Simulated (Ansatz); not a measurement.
```cif
data_structure
_symmetry_space_group_name_H-M 'P 1'
_symmetry_Int_Tables_number 1
_cell_length_a 2.8490
_cell_length_b 2.8490
_cell_length_c 9.8398
_cell_angle_alpha 90.000
_cell_angle_beta 90.000
_cell_angle_gamma 120.000
_cell_volume 69.17
loop_
_atom_site_label
_atom_site_type_symbol
_atom_site_fract_x
_atom_site_fract_y
_atom_site_fract_z
_atom_site_occupancy
Hf1 Hf 0.00000 0.00000 0.00000 1
Hf2 Hf 0.66667 0.33333 0.33333 1
Hf3 Hf 0.33333 0.66667 0.66667 1
N1 N 0.33333 0.66667 0.16667 1
N2 N 0.00000 0.00000 0.50000 1
N3 N 0.66667 0.33333 0.83333 1
```

Space group R-3m; computed pressure about 2 GPa in this cell; computed without spin polarisation.

Method: DFT PBEsol, scalar-relativistic, plane waves, PAW in Ansatz.

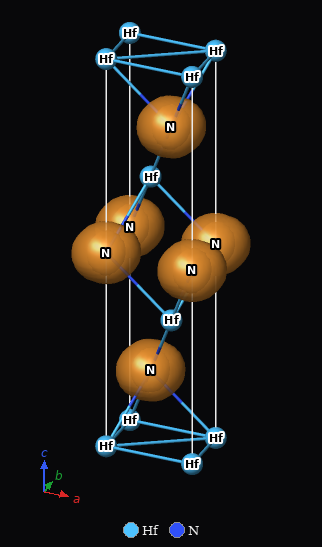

HfN. Isosurface of the ELF at 0.75 (orange), seen slightly off an axis. Core shells and regions of very low density are left out. Sticks mark near contacts.

**What do the ELF domains correspond to?**

At this value the surface marks out three regions wrapped around N (the valence shell of each), counted in one cell of 6 atoms. Any copies at cell faces, edges or corners count once. Along the contacts the grid gives the following. Hf–N (2.32 Å): the ELF peaks at about 0.80 in the valence shell of N, 0.7 Å from its nucleus, and is about 0.15 at the midpoint (no localised pair shows between them). Hf–Hf (2.85 Å): the ELF is about 0.20 at the midpoint: no shared electron pair shows on this line.

**Does the calculation give a band gap?**

It is metallic or semimetallic at this level of theory: no gap opens.
